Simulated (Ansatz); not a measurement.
Single-point calculation, with input and output: Y

The run: single-point calculation of Y (8 atoms in the cell). Method and program: DFT PBEsol, scalar-relativistic, plane waves, PAW, no spin polarisation (Ansatz 0.2.0).

The structure was built on a prototype by a generator; it need not be a known phase. It belongs to a series of runs on one base structure; here: stacking ABACACAB, relaxed, on a denser mesh.

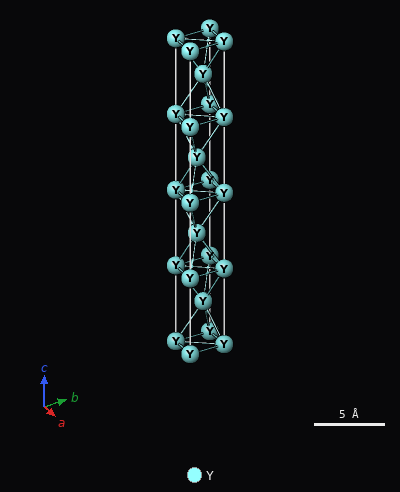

Fig. 1: The structure as given in the input (ball-and-stick view of the cell of the calculation, seen slightly off an axis). Near neighbours in the crystal (not all of them lie inside the picture): Y has 12 Y at 3.49 to 3.56 Å.

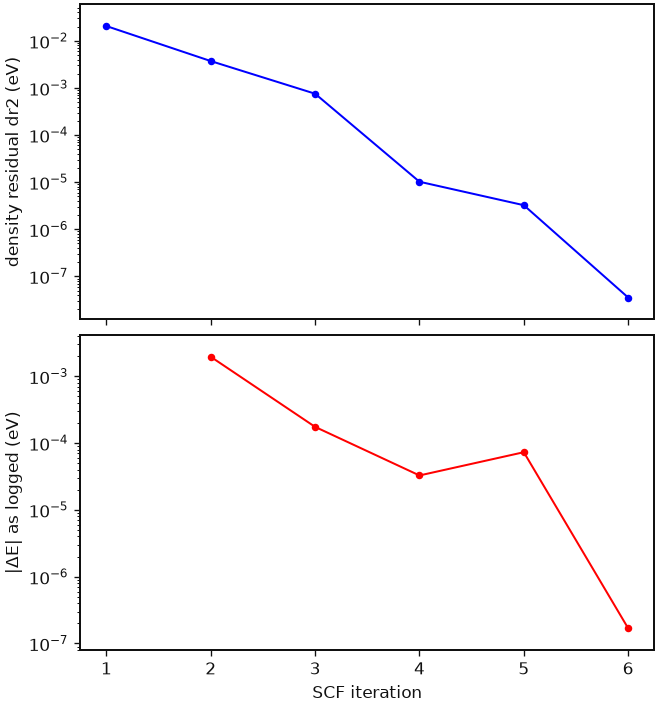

Fig. 2: Convergence of the self-consistent field: density residual dr2 and size of the energy change against the SCF iteration. The residual falls at every step.

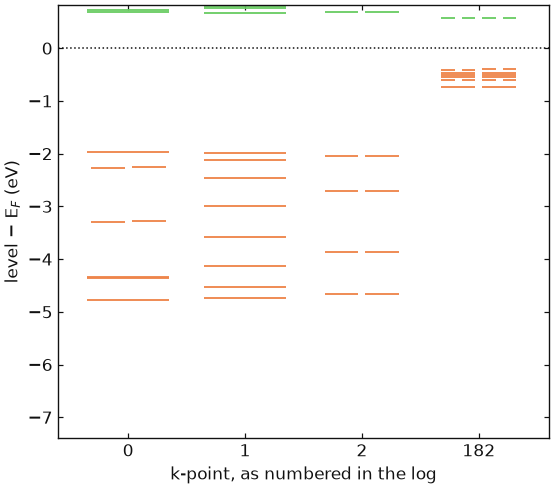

Fig. 3: Kohn–Sham levels near the Fermi level (dotted) at the few k-points that the log prints; levels within 0.02 eV of each other stand side by side. The system is metallic on the full mesh.

The input and output of the run follow.

### The input
```yaml
crystal:
  lattice:
    - [3.5640919121, 0.0, 0.0]
    - [-1.7820459561, 3.0865941373, 0.0]
    - [0.0, 0.0, 22.5682618792]
  atoms:
    - { symbol: "Y", position: [0.0, 0.0, 0.0] }
    - { symbol: "Y", position: [0.3333333333, 0.6666666667, 0.1247068906] }
    - { symbol: "Y", position: [0.0, 0.0, 0.25] }
    - { symbol: "Y", position: [0.6666666667, 0.3333333333, 0.3752931094] }
    - { symbol: "Y", position: [0.0, 0.0, 0.5] }
    - { symbol: "Y", position: [0.6666666667, 0.3333333333, 0.6247068906] }
    - { symbol: "Y", position: [0.0, 0.0, 0.75] }
    - { symbol: "Y", position: [0.3333333333, 0.6666666667, 0.8752931094] }
basis:
  ecutwfc: 420
kpoints:
  mp_grid: { grid: [24, 24, 4] }
hamiltonian:
  xc: pbesol
scf:
  occupations: { method: gaussian, width: 0.1 }
output:
  forces: true
  stress: true
  eigenvalues: true
```

Command:
```bash
ansatz run input.yaml --threads 1 --pin off --max-ram 2560MiB --backend cpu --events-out ev --progress --plain --runs-dir out
```

### Output
```
Engine: ansatz 0.2.0, aarch64-unknown-linux-gnu
Pseudopotentials: kind: paw
Pseudopotential: Y, paw, valence charge 11, recommended cutoff 420 eV (normal), Y.paw.azcp
Functional definition: PBEsol
  exchange = pbesol_x
  correlation = pbesol_c
Crystal: 8 atoms, lattice volume = 248.271 Å³
Basis set: ecut = 420 eV, 4773 PW (Γ), exchange–correlation on 48×48×320 points (8 copies of the dense FFT grid, shifted against one another)
Bands: 53, of which v1, the nominal top of the filled ones, is band 44 counted from 1 (43 counted from 0)
Symmetry: 24 space group operations
Space group: P63/mmc (ITA 194), of the structure as read, at distance tolerance 6.3e-5 Å
k-points: 183 of 2304
Non-local potential: Y, projectors of the file, l = 0: 3, l = 1: 2, l = 2: 2, l = 3: 1
PAW form: soft (Blöchl's): semilocal exchange-correlation on the pseudo side does not see the compensation charge
PAW frozen core: Y, regenerated for the run's functional, and the local potential with it (the file was generated under x = pbe(κ = 0.804, μ = 0.2195149727645171), c = pbe(β = 0.06672455060314922))
PAW one-centre angular grid: Y, 590 points (default); XC on 64 Gauss nodes
Initial density: superposition of atomic densities (neutral atoms: chi_scale 0, normalization atom), corrected by the library's trained network
Initial wavefunctions: pseudopotential atomic-orbital guess
Functional: x = pbesol(κ = 0.804, μ = 0.12345679012345678), c = pbesol(β = 0.046)
SCF iter   1: F=—  HF=-30360.610722 eV  |F-HF|=—  |Δ(HF+E_count)|=         —  Δρ=2.23e-3  dr2=2.06e-2  ethr=1.77e-3  ⟨swp⟩=6.5  Hψ=39599  notcnv=0  defer=1
preconditioner: auto → Kerker (q_TF=auto, 2.295 Å⁻¹)  [metal: Δε(μ)=0.001 eV  Ē_g=2.115 eV  σ=0.100 eV  W_gap=0.01  n_scr=58 (ndim 8)  ℏωp=11.5 eV  f_vac=0.000  D(μ)=13.61/eV (n_scr^D=124)]
SCF iter   2: F=—  HF=-30360.608763 eV  |F-HF|=—  |Δ(HF+E_count)|=   1.96e-3  Δρ=1.28e-3  dr2=3.72e-3  ethr=2.35e-5  ⟨swp⟩=1.7  Hψ=11959  notcnv=0  defer=5
SCF iter   3: F=—  HF=-30360.608588 eV  |F-HF|=—  |Δ(HF+E_count)|=   1.75e-4  Δρ=2.40e-4  dr2=7.54e-4  ethr=4.23e-6  ⟨swp⟩=1.9  Hψ=10571  notcnv=0  defer=5
SCF iter   4: F=—  HF=-30360.608555 eV  |F-HF|=—  |Δ(HF+E_count)|=   3.28e-5  Δρ=6.85e-5  dr2=1.02e-5  ethr=8.56e-7  ⟨swp⟩=1.2  Hψ=9452  notcnv=0  defer=5
SCF iter   5: F=—  HF=-30360.608628 eV  |F-HF|=—  |Δ(HF+E_count)|=   7.31e-5  Δρ=1.38e-5  dr2=3.24e-6  ethr=1.15e-8  ⟨swp⟩=2.1  Hψ=11589  notcnv=0  defer=5
SCF iter   6: F=-30360.608628 eV  HF=-30360.608628 eV  |F-HF|=1.73e-8  |Δ(HF+E_count)|=   1.69e-7  Δρ=2.76e-6  dr2=3.55e-8  ethr=1.14e-10  ⟨swp⟩=9.9  Hψ=37033  notcnv=0
the search or the solves at the SCF's close seem to have found levels that the self-consistency loop had missed (the run counts 1). By its estimate they hold under 1e-12 electrons; where the run keeps them, the occupations were computed again with them
SCF 1 converged in 6 iterations: F = -30360.608628 eV  dr2 = 3.55e-8
  greatest PAW one-centre occupation: 0.993 electrons in one spin orbital (limit 2), on the Y atom at site 7 (counted from 0), in its partial waves of l = 0
SCF converged after 6 iterations
Free energy (F): -30360.608628 eV
Harris-Foulkes:  -30360.608628 eV  (|F-HF|=1.73e-8)
Internal energy: -30360.540239 eV  (E = F + TS)
E sigma→0 (E₀):  -30360.574434 eV
Entropy (-TS):   -0.068389 eV (-8.549 meV/atom)
Fermi energy:    9.893857 eV
--- Per-component energies (eV) ---
  E_band       = -913.929510
  E_kinetic    = 2442.167732
  E_local      = -4758.800789  (includes V_loc(G=0)·N_el)
  E_nonlocal   = 415.458277
  E_hartree    = 1504.650909
  E_xc         = -1372.749596
  E_vxc        = -1584.126385  (∫ρ·V_xc dr)
  E_paw        = -22188.035524  (= ΣΔE_a)
  E_vpaw       = -437.927985  (= ΣTr[D̂ρ^β])
  E_aug_tail   = 0.000017  (compensation charges beyond the density's cutoff)
  E_ewald      = -6404.421448
  E_core_change = 1.190182  (= ΣΔE_core)
  E_smearing   = -0.068389  (= −TS)
  E_closure    = 0.000000  (closes the sum)
  Σ components = -30360.608628   (vs F -30360.608628, Δ=0.00e0)
--- Forces (eV/Å), atoms counted from 1 ---
  atom   1  Y     -0.00000000    -0.00000000     0.00000000
  atom   2  Y     -0.00000000     0.00000000    -0.00209134
  atom   3  Y      0.00000000     0.00000000     0.00000000
  atom   4  Y      0.00000000    -0.00000000     0.00209134
  atom   5  Y      0.00000000     0.00000000     0.00000000
  atom   6  Y      0.00000000    -0.00000000    -0.00209134
  atom   7  Y     -0.00000000    -0.00000000     0.00000000
  atom   8  Y     -0.00000000     0.00000000     0.00209134
  max |Σ_I F_I| component: 9.25e-18 eV/Å
--- Stress (GPa, compression-positive) ---
        0.008675       0.000000       0.000000
        0.000000       0.008675       0.000000
        0.000000       0.000000      -0.002218
  P = ⅓ Tr σ = 0.0050 GPa (0.050 kbar)
--- Band table (eV; the first three rows and the last of 183) ---
  k-point 0: bands = ["-32.5423", "-32.5345", "-32.5208", "-32.4956", "-32.4936", "-32.4692", "-32.4519", "-32.4448", "-12.9267", "-12.8303", "-12.8247", "-12.5869", "-12.5737", "-12.3448", "-12.3448", "-12.3368", "-12.3368", "-12.3293", "-12.3192", "-12.3192", "-12.3127", "-12.2925", "-12.2925", "-12.2888", "-12.2888", "-12.2620", "-12.2620", "-12.2437", "-12.2437", "-12.2356", "-12.2356", "-12.2096", "5.1258", "5.5343", "5.5549", "6.5991", "6.6111", "7.6189", "7.6333", "7.9201", "10.5700", "10.6264", "10.7723", "10.8116", "10.8930", "11.5011", "11.5011", "11.5255", "11.5342", "11.5366", "11.5366", "11.6266", "11.6266"]
  k-point 1: bands = ["-32.5415", "-32.5364", "-32.5177", "-32.5032", "-32.4861", "-32.4719", "-32.4503", "-32.4456", "-12.9203", "-12.8699", "-12.7754", "-12.6499", "-12.5098", "-12.3782", "-12.3440", "-12.3440", "-12.3386", "-12.3386", "-12.3161", "-12.3161", "-12.3003", "-12.3003", "-12.2810", "-12.2810", "-12.2734", "-12.2652", "-12.2652", "-12.2419", "-12.2419", "-12.2365", "-12.2365", "-12.2170", "5.1528", "5.3649", "5.7666", "6.3071", "6.9032", "7.4297", "7.7673", "7.9051", "10.5564", "10.6626", "10.6850", "10.8562", "10.9637", "11.3423", "11.5126", "11.5126", "11.5482", "11.5482", "11.5954", "11.5954", "11.6314"]
  k-point 2: bands = ["-32.5394", "-32.5394", "-32.5111", "-32.5111", "-32.4782", "-32.4782", "-32.4476", "-32.4476", "-12.9011", "-12.9011", "-12.7155", "-12.7155", "-12.4417", "-12.4417", "-12.3417", "-12.3417", "-12.3417", "-12.3417", "-12.3090", "-12.3090", "-12.3090", "-12.3090", "-12.2723", "-12.2723", "-12.2723", "-12.2723", "-12.2388", "-12.2388", "-12.2388", "-12.2388", "-12.2386", "-12.2386", "5.2333", "5.2333", "6.0237", "6.0237", "7.1840", "7.1840", "7.8570", "7.8570", "10.5819", "10.5819", "10.7796", "10.7796", "11.1483", "11.1483", "11.5447", "11.5447", "11.5447", "11.5447", "11.5854", "11.5854", "11.5854"]
  k-point 182: bands = ["-32.4545", "-32.4545", "-32.4418", "-32.4418", "-32.4418", "-32.4418", "-32.4235", "-32.4235", "-12.7588", "-12.7588", "-12.7587", "-12.7587", "-12.7309", "-12.7309", "-12.6604", "-12.6604", "-12.6591", "-12.6591", "-12.6573", "-12.6573", "-12.5717", "-12.5717", "-12.5198", "-12.5198", "-12.4504", "-12.4504", "-12.4381", "-12.4381", "-12.3601", "-12.3601", "-12.3418", "-12.3418", "9.1507", "9.1507", "9.2857", "9.2857", "9.2973", "9.2973", "9.3380", "9.3380", "9.3866", "9.3866", "9.4251", "9.4251", "9.4797", "9.4797", "9.4981", "9.4981", "10.4600", "10.4600", "10.4721", "10.4721", "10.7712"]
```

### Summary

```csv
quantity,value
outcome,converged
space group (tolerance 0.01 Å),P6₃/mmc (194)
electrons treated,88
free energy,−30360.6086 eV
Fermi energy,9.894 eV
gap on the k-point mesh,none (metallic)
pressure,0.01 GPa
largest force (length of the vector),0.002 eV/Å
hardware,"1 thread of Arm Neoverse V2, 112 GiB of memory available, shared host"
wall time,2 min
peak memory,1.5 GiB
```
